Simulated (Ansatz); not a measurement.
Run report: GaAs, geometry relaxation (part 2 of 2)

Continued. System: GaAs (I4/mmm, 2 atoms in the cell). Method: DFT PBE, scalar-relativistic, plane waves, PAW, no spin polarisation (Ansatz 0.2.0); cutoff 420 eV, 20×20×20 k-mesh, Gaussian smearing of 0.1 eV. The structure was made by a generator, so it may or may not be a known phase.

Geometry of the input (Å; fractional positions):
```
-1.8808  1.8808  3.0259
1.8808  -1.8808  3.0259
1.8808  1.8808  -3.0259
Ga 0.0000  0.0000  0.0000
As 0.5000  0.5000  0.0000
```

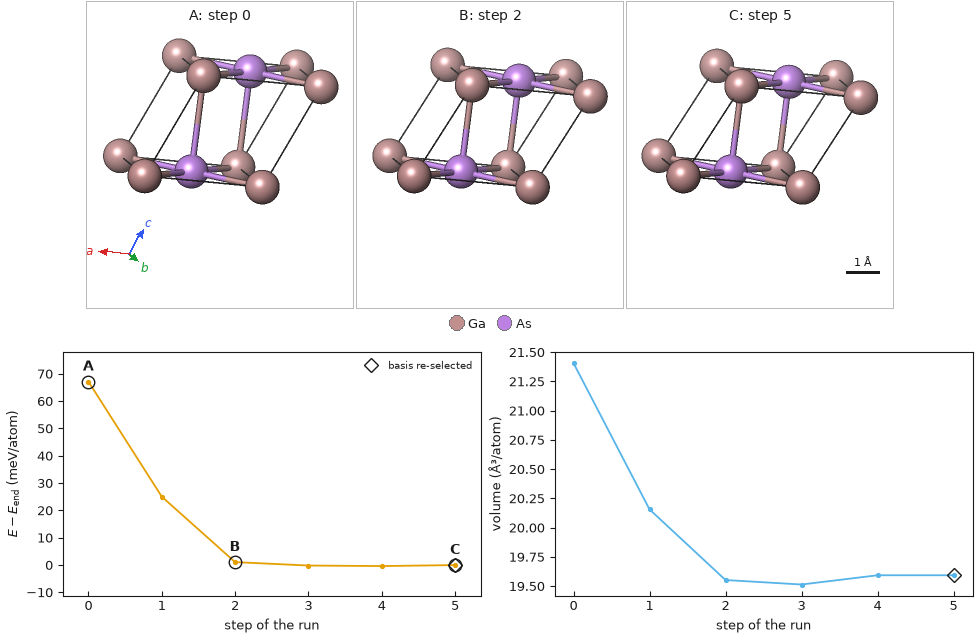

Figure 1. Frames of the relaxation (ball-and-stick view of the reduced cell, seen at an oblique angle) above the curves, on which the letters mark them (the first geometry is step 0 here and step 1 in the log).

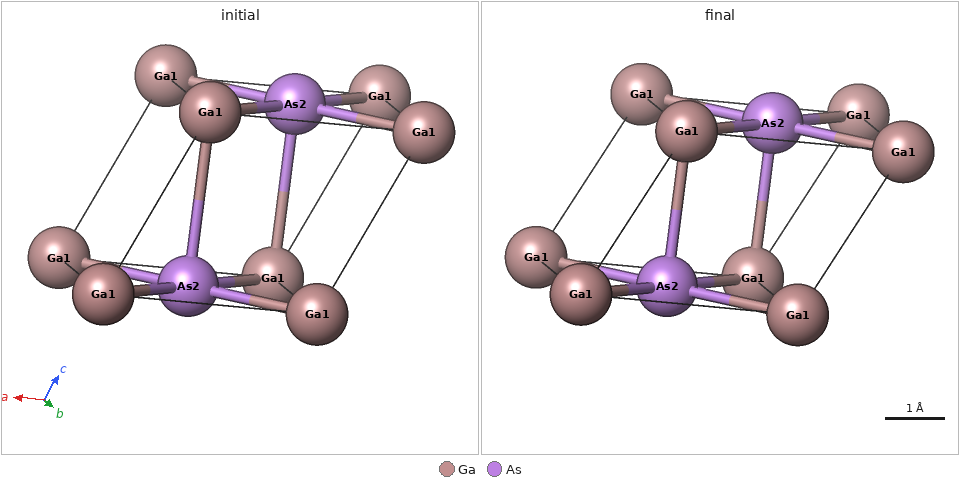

Figure 2. Before (left) and after (right) the relaxation, at one scale (ball-and-stick view of the reduced cell, seen at an oblique angle). The energy falls by 67.5 meV per atom in 4 geometry steps. All forces vanish by symmetry, so only the cell relaxes. Pressure: −3.41 GPa at the start and −0.04 GPa at the end. The atoms keep their places relative to the cell (all moves are under 0.005 Å). The volume changes by −8.5 %, with a = b 3.762 → 3.813 Å (+1.4 %), c 4.029 → 3.812 Å (−5.4 %), α 117.8° → 120.0°, β 117.8° → 120.0°. Among the contacts that change: Ga1–As2 3.026 → 2.695 Å. The space group (tolerance 0.01 Å) goes from I4/mmm (No. 139) to Fm-3m (No. 225). A last SCF at the same geometry on a re-selected plane-wave basis shifts the energy by +0.4 meV per atom. (Atoms are counted from 1 in the order of the input.)

```
basis re-selected at this cell: Δ(F+E_penalty+E_count) = +7.226e-4 eV, ΔP = -0.004 GPa vs the last step (what re-selecting the basis moved, of the pressure what is left beyond the Pulay correction that the steps carried, after the strain that the cell walked since its last selection, with what the two solves' SCF thresholds leave and, on support functions, any second-order correction that the steps lacked; it is no measure of the basis error at this ecutwfc). This SCF's stress stands 4.64e-2 GPa from its target on what of the cell is left free (relax.cell.stress_tol is 5.00e-2 GPa) and its largest allowed force component is 7.89e-31 eV/Å (relax.f_tol is 1.00e-2 eV/Å): within both
SCF converged after 8 iterations
Free energy (F): -8639.212820 eV
Harris-Foulkes:  -8639.212820 eV  (|F-HF|=1.82e-12)
Internal energy: -8639.207462 eV  (E = F + TS)
E sigma→0 (E₀):  -8639.210141 eV
Entropy (-TS):   -0.005358 eV (-2.679 meV/atom)
Fermi energy:    10.123120 eV
--- Per-component energies (eV) ---
  E_band       = -259.020502
  E_kinetic    = 217.695625
  E_local      = -3403.401891  (includes V_loc(G=0)·N_el)
  E_nonlocal   = -246.524417
  E_hartree    = 1743.988992
  E_xc         = -148.103396
  E_vxc        = -136.927879  (∫ρ·V_xc dr)
  E_paw        = -3823.159399  (= ΣΔE_a)
  E_vpaw       = -177.839784  (= ΣTr[D̂ρ^β])
  E_aug_tail   = -0.000139  (compensation charges beyond the density's cutoff)
  E_ewald      = -2979.702836
  E_smearing   = -0.005358  (= −TS)
  E_closure    = 0.000000  (closes the sum)
  Σ components = -8639.212820   (vs F -8639.212820, Δ=0.00e0)
--- Forces (eV/Å), atoms counted from 1 ---
  atom   1  Ga     0.00000000    -0.00000000    -0.00000000
  atom   2  As     0.00000000     0.00000000     0.00000000
  max |Σ_I F_I| component: 1.48e-31 eV/Å
--- Stress (GPa, compression-positive) ---
       -0.046421      -0.000000       0.000000
       -0.000000      -0.046421      -0.000000
        0.000000      -0.000000      -0.018702
  P = ⅓ Tr σ = -0.0372 GPa (-0.372 kbar)
--- Band table (eV; the first three rows and the last of 641) ---
  k-point 0: bands = ["-25.2380", "-25.2380", "-25.2316", "-25.2316", "-25.2316", "-4.6243", "-4.6243", "-4.6066", "-4.6066", "-4.6065", "-2.9537", "9.9933", "10.1657", "10.1697", "10.1697", "17.4609", "17.4609", "17.4636"]
  k-point 1: bands = ["-25.2380", "-25.2380", "-25.2317", "-25.2315", "-25.2315", "-4.6264", "-4.6239", "-4.6071", "-4.6056", "-4.6056", "-2.9094", "9.1394", "10.0702", "10.0742", "11.1104", "16.8783", "17.1852", "17.3935"]
  k-point 2: bands = ["-25.2381", "-25.2379", "-25.2317", "-25.2313", "-25.2313", "-4.6334", "-4.6226", "-4.6086", "-4.6029", "-4.6029", "-2.7757", "8.3018", "9.8111", "9.8151", "12.1697", "15.4201", "16.6108", "17.4306"]
  k-point 640: bands = ["-25.2395", "-25.2366", "-25.2326", "-25.2285", "-25.2285", "-4.7924", "-4.6282", "-4.6061", "-4.5631", "-4.5631", "0.1529", "4.6814", "6.5089", "7.6153", "7.6153", "13.7634", "20.1227", "20.1227"]
--- Relaxed structure (5 steps of the walk, 5 accepted, 1 SCFs on fresh bases) ---
  F+E_penalty+E_count = -8639.21282004 eV   max|allowed force component| = 7.889e-31 eV/Å   (the final SCF, on the basis selected at the relaxed cell)
  cell:  # Å, volume = 39.1866 Å³
    - [-1.9064872609160508, 1.9064872609160508, 2.6953140468883174]
    - [1.9064872609160508, -1.9064872609160508, 2.6953140468883174]
    - [1.9064872609160508, 1.9064872609160508, -2.6953140468883174]
  atoms:
    - { symbol: Ga, position: [3.6797195012428207e-35, 4.119723478637042e-35, 4.400039773942488e-36] }
    - { symbol: As, position: [0.5, 0.5, -3.717412101244089e-36] }
```

Trajectory as extended XYZ (Å, eV, eV/Å), 6 frames, from step=1 to step=6
```
2
Lattice="-1.8808 1.8808 3.0259 1.8808 -1.8808 3.0259 1.8808 1.8808 -3.0259" Properties=species:S:1:pos:R:3:forces:R:3 step=1 energy=-8639.07851 pressure_GPa=-3.41
Ga    0.0000    0.0000    0.0000    0.0000   0.0000   0.0000
As    0.0000    0.0000    3.0259    0.0000   0.0000   0.0000
2
Lattice="-1.8712 1.8712 2.8783 1.8712 -1.8712 2.8783 1.8712 1.8712 -2.8783" Properties=species:S:1:pos:R:3:forces:R:3 step=2 energy=-8639.16273 pressure_GPa=-1.05
Ga    0.0000    0.0000    0.0000    0.0000   0.0000   0.0000
As    0.0000    0.0000    2.8783    0.0000   0.0000   0.0000
2
Lattice="-1.8921 1.8921 2.7308 1.8921 -1.8921 2.7308 1.8921 1.8921 -2.7308" Properties=species:S:1:pos:R:3:forces:R:3 step=3 energy=-8639.21064 pressure_GPa=0.17
Ga    0.0000    0.0000    0.0000    0.0000   0.0000   0.0000
As    0.0000    0.0000    2.7308    0.0000   0.0000   0.0000
2
Lattice="-1.9078 1.9078 2.6808 1.9078 -1.9078 2.6808 1.9078 1.9078 -2.6808" Properties=species:S:1:pos:R:3:forces:R:3 step=4 energy=-8639.21316 pressure_GPa=0.26
Ga    0.0000    0.0000    0.0000    0.0000   0.0000   0.0000
As    0.0000    0.0000    2.6808    0.0000   0.0000   0.0000
2
Lattice="-1.9065 1.9065 2.6953 1.9065 -1.9065 2.6953 1.9065 1.9065 -2.6953" Properties=species:S:1:pos:R:3:forces:R:3 step=5 energy=-8639.21354 pressure_GPa=-0.03
Ga    0.0000    0.0000    0.0000    0.0000   0.0000   0.0000
As    0.0000    0.0000    2.6953    0.0000   0.0000   0.0000
2
Lattice="-1.9065 1.9065 2.6953 1.9065 -1.9065 2.6953 1.9065 1.9065 -2.6953" Properties=species:S:1:pos:R:3:forces:R:3 step=6 energy=-8639.21282 pressure_GPa=-0.04
Ga    0.0000    0.0000    0.0000    0.0000   0.0000   0.0000
As    0.0000    0.0000    2.6953    0.0000   0.0000   0.0000
```

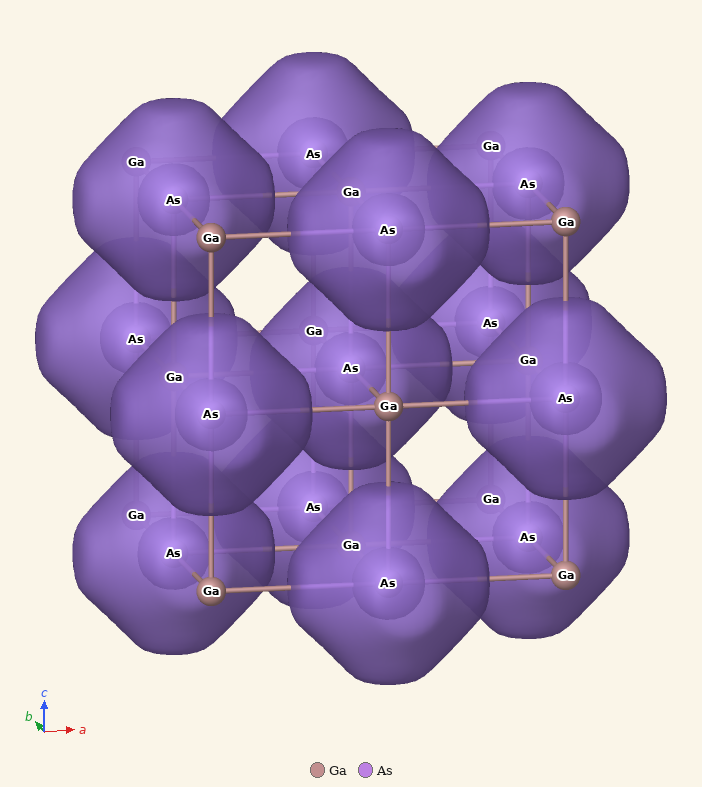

Figure 3. Isosurface of the electron localisation function at 0.45 (purple), seen slightly off an axis. Core shells and regions of very low density are left out. Sticks mark near contacts. The outline is the cell set on symmetry axes. Along the contacts the grid gives the following. Ga–As (2.70 Å): the ELF is about 0.60 at the midpoint. Core electrons are frozen (PAW), so the fields are smoothed inside the atomic spheres.

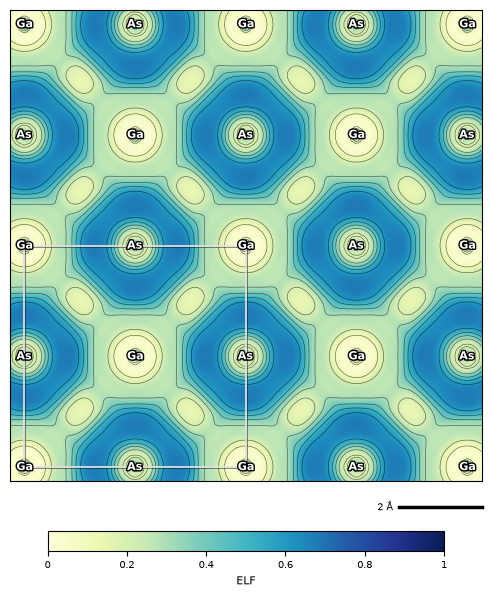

Figure 4. ELF on the (001) plane of the conventional cell. Atoms in the plane: Ga and As. Ga–As (2.70 Å): the ELF is about 0.60 at the midpoint. The strong features right at Ga lie inside the PAW spheres (semicore, d or f shells) and say nothing about bonding.

Results in brief

| quantity | value |
| --- | --- |
| outcome | converged |
| space group (tolerance 0.01 Å) | I4/mmm (139) → Fm-3m (225) |
| electrons treated | 28 |
| free energy | −8639.2128 eV |
| Fermi energy | 10.123 eV |
| gap on the k-point mesh | none (metallic) |
| pressure | −0.04 GPa |
| final volume | 39.19 Å³ |
| largest force (length of the vector) at the end | under 0.001 eV/Å |
| final cell | a = 3.812 Å, b = 3.812 Å, c = 3.812 Å, α = 119.99°, β = 119.99°, γ = 90.02° |
| hardware | 1 thread of AMD EPYC (Zen 3), 64 GiB of memory available, shared host |
| wall time | 3 min |
| peak memory | 0.78 GiB |
